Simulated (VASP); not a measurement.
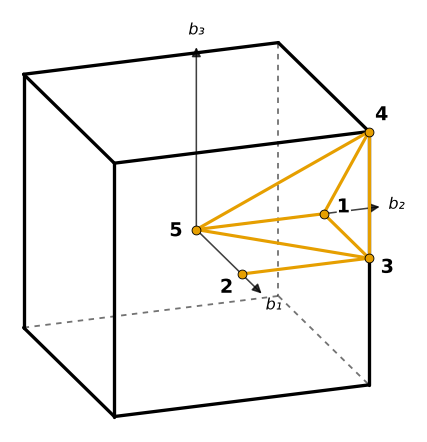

The first Brillouin zone of a simple cubic lattice (cP; extended symbol cP1) is drawn with its special points numbered. Crystal: FeS2, an entry of the Crystallography Open Database, as set up for an electronic-structure calculation. All values are computed from the atomic coordinates in the standard setting (tolerance 0.002 Å).

a = 5.418 Å, b = 5.418 Å, c = 5.418 Å, α = 90.00°, β = 90.00°, γ = 90.00°.

Labels and path follow the convention of Hinuma et al. (2017), as computed by seekpath; the arrows show the directions of the reciprocal primitive vectors b₁, b₂, b₃, in which coordinates are given.

**Which special point is each number?**

| no. | label | coordinates |
| --- | --- | --- |
| 1 | X | (0, 1/2, 0) |
| 2 | X₁ | (1/2, 0, 0) |
| 3 | M | (1/2, 1/2, 0) |
| 4 | R | (1/2, 1/2, 1/2) |
| 5 | Γ | (0, 0, 0) |
